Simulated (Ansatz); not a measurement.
System: HfC, space group Fm-3m (No. 225).

Structure:
```yaml
crystal:
  lattice:
    - [0.00000, 2.32500, 2.32500]
    - [2.32500, 0.00000, 2.32500]
    - [2.32500, 2.32500, 0.00000]
  atoms:
    - { symbol: Hf, position: [0.50000, 0.50000, 0.50000] }
    - { symbol: C, position: [0.00000, 0.00000, 0.00000] }
```

Input of one of the runs behind the figure:
```
crystal:
  lattice:
    - [0.0, 2.325, 2.325]
    - [2.325, 0.0, 2.325]
    - [2.325, 2.325, 0.0]
  atoms:
    - { symbol: Hf, position: [0.5, 0.5, 0.5] }
    - { symbol: C, position: [0.0, 0.0, 0.0] }
kpoints:
  mp_grid: { grid: [15, 15, 15] }
  band_path:
    path:
      - [0.0, 0.0, 0.0]
      - [0.5, 0.0, 0.5]
      - [0.625, 0.25, 0.625]
      - [0.375, 0.375, 0.75]
      - [0.0, 0.0, 0.0]
      - [0.5, 0.5, 0.5]
      - [0.5, 0.25, 0.75]
      - [0.5, 0.0, 0.5]
    npoints: 8
scf:
  occupations: { method: fermi_dirac, width: 0.05 }
hamiltonian:
  xc: pbe
  pseudopotentials: { kind: paw }
output:
  forces: true
  stress: true
  eigenvalues: true
  efg: { contact_densities: true }
  populations: true
  bader: true
  dos: { projected: true, de: 0.2, e_range: [-14, 8] }
```

Command:
```bash
ansatz run input.yaml --threads 1 --pin off --max-ram 2048MiB --backend cpu --events-out ev --progress --plain --runs-dir out
```

Calculation (Ansatz 0.2.0): periodic Kohn-Sham DFT of a crystal at fixed atoms, scaled to the stated factor times the given cell; pressure positive in compression. Level: PBE.

- method: frozen-core PAW
- relativity: scalar
- k mesh: 15×15×15
- occupations: Fermi–Dirac
- smearing width: 0.05 eV
- wave cutoff: 420 eV
- PAW set: soft_2

V(given) is 12.57 Å³/atom.

Describe the result: the pressure against V/V(given). The V/V(given) takes the values 0.96, 0.98, 1.00, 1.02, 1.04.

The pressure falls from 10.6 GPa at V/V(given) 0.96 to −8.3 GPa at 1.04, and changes sign near 1.00. The volume at zero pressure from a fit of the pressures is 12.6 Å³/atom. The bulk modulus from that fit is 234 GPa.

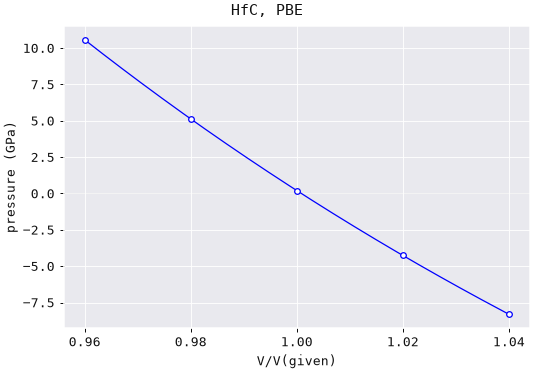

Caveats: no spin-orbit coupling on heavy atoms.
